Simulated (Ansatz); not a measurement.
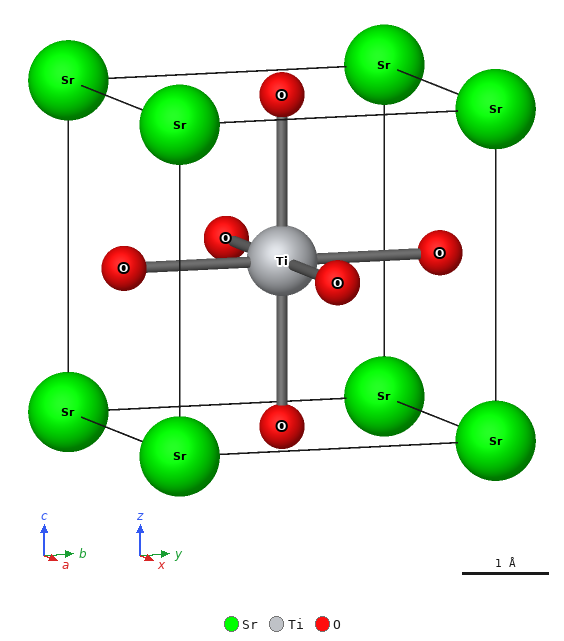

Crystalline SrTiO3 (Pm-3m): the ratio of the cell's length along [111] to its lengths across, counted as 1 for the reference, is changed at fixed volume (a trigonal path), with the atoms kept at their fractional coordinates. x, y and z are the Cartesian axes of the input. The picture shows the reference cell. The picture is a ball-and-stick view of the cell of the calculation, seen slightly off an axis.

These are results of Ansatz, DFT PBE, scalar-relativistic, plane waves, PAW, not measurements. Settings: plane-wave cutoff 420 eV; k-point mesh 8 × 8 × 8; occupations gaussian; smearing width 0.05 eV; no spin polarisation. Energies (free energies at the smearing named) are counted from the relaxed crystal.

The input:
```yaml
crystal:
  lattice:
    - [3.9364035669, 0.0, 0.0]
    - [0.0, 3.9364035669, 0.0]
    - [0.0, 0.0, 3.9364035669]
  atoms:
    - { symbol: Sr, position: [0.0, 0.0, 0.0] }
    - { symbol: Ti, position: [0.5, 0.5, 0.5] }
    - { symbol: O, position: [0.0, 0.5, 0.5] }
    - { symbol: O, position: [0.5, 0.0, 0.5] }
    - { symbol: O, position: [0.5, 0.5, 0.0] }
basis:
  ecutwfc: 420
kpoints:
  mp_grid: { grid: [8, 8, 8] }
hamiltonian:
  xc: pbe
scf:
  occupations: { method: gaussian, width: 0.05 }
output:
  forces: true
  stress: true
  eigenvalues: true
```

Launched with:
```bash
ansatz run input.yaml --threads 1 --pin off --max-ram 2560MiB --backend cpu --events-out ev --progress --plain --runs-dir out
```

> Give the energy at each point (the relative ratio: 0.50, 0.60, 0.71, 0.85, 0.93, 1.00, 1.08, 1.20, 1.41, 1.70, 2.00).

```tsv
axial ratio over its reference value	energy change (meV/atom)
0.50	2458
0.60	1431
0.71	668
0.85	150
0.93	30
1.00	0
1.08	33
1.20	182
1.41	644
1.70	1495
2.00	2349
```

Of the computed points the lowest is at the relative ratio 1.00, 0 meV/atom. At the ends of the scan the energy is 2458 meV/atom (0.50) and 2349 meV/atom (2.00). The distortion takes the space group from Pm-3m to R-3m. At the relative ratio 2.00 the cell of the drawing goes a 3.936 → 4.418 Å, b 3.936 → 4.418 Å, c 3.936 → 4.418 Å, α 90.0° → 60.0°, β 90.0° → 60.0°, γ 90.0° → 60.0°. The band gap on the mesh, 1.84 eV in the reference, closes at 0.50, 0.60, 0.71, 1.41, 1.70, 2.00.
